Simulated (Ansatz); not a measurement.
Read the following structure.

```xyz
6
Lattice="10.0404 0.0000 0.0000 0.0000 10.0404 0.0000 0.0000 0.0000 6.1267" Properties=species:S:1:pos:R:3 pbc="T T T"
Hf    2.9673    2.9673    0.0000
Hf    7.0731    7.0731    0.0000
Hf    7.9875    2.0529    3.0633
Hf    2.0529    7.9875    3.0633
N     0.0000    0.0000    0.0000
N     5.0202    5.0202    3.0633
```

**Interpret the file: composition, symmetry and coordination.**

It has the composition Hf$_{2}$N. It takes space group P4_2/mnm (No. 136) on a primitive tetragonal lattice. The cell comprises 2 formula units: 4 Hf, 2 N.

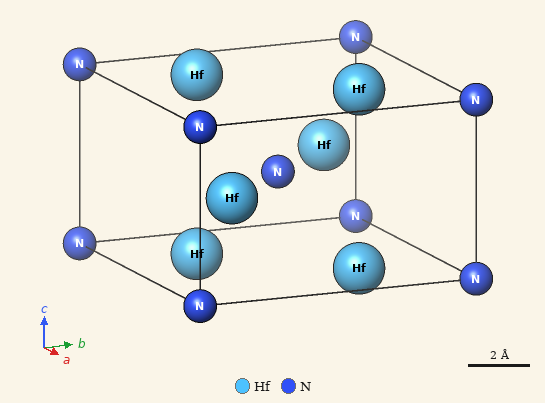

Structure drawing (spheres-only), viewed slightly off an axis. The lines enclose the conventional unit cell; boundary atoms appear with their images.

It derives from a structure listed in the Materials Project. Earlier steps of the study, as a rule a relaxation of our own, may have changed the cell and positions, so they can lie some per cent off the listed ones. It was set up as input for a calculation with Ansatz.
